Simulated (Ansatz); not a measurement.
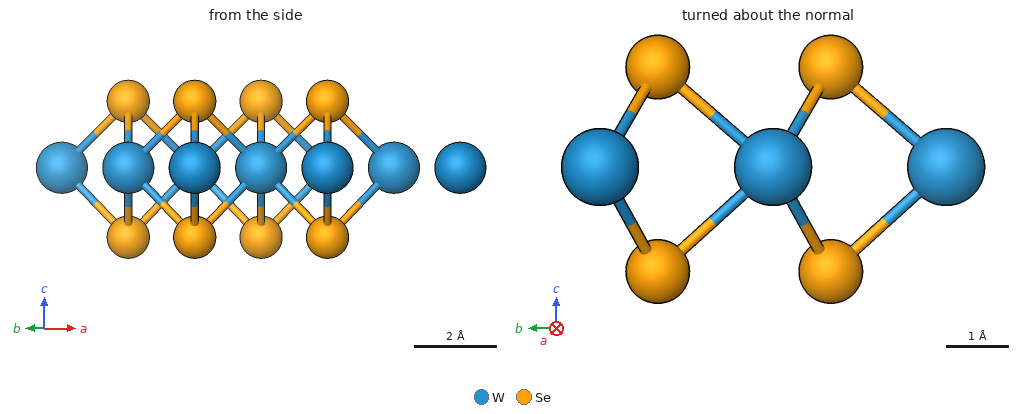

A ball-and-stick picture of a periodic sheet, seen from the side and turned about the normal. The surface normal points up in side views; the vacuum is left out. 2×2 cells are drawn in the plane, with atoms at the edges repeated.

The cell holds 1 W, 2 Se.

**With which atoms do the two faces end?**

The top face ends in Se, the bottom face in Se. The two faces are alike.

**Estimate the thickness.**

About 3.3 Å from the lowest to the highest atom.

**State the number of planes and their content from above.**

Three planes: Se / W / Se.

**What does the bonding look like?**

The coordination shell of W holds six Se in a trigonal prismatic arrangement at about 2.5 Å. The neighbours of Se are three W in a trigonal pyramidal arrangement at about 2.5 Å. Not all metal-metal contacts are counted. The bonds build WSe2 layers parallel to the surface.

Its origin is a structure listed in the Materials Project. The cell was then strained or its atoms displaced on purpose. It went into a calculation with Ansatz.

At this level of theory the run's own cell isn't at rest (forces up to 1.1 eV/Å), so its distances can differ from those at equilibrium, the more so the softer the solid.
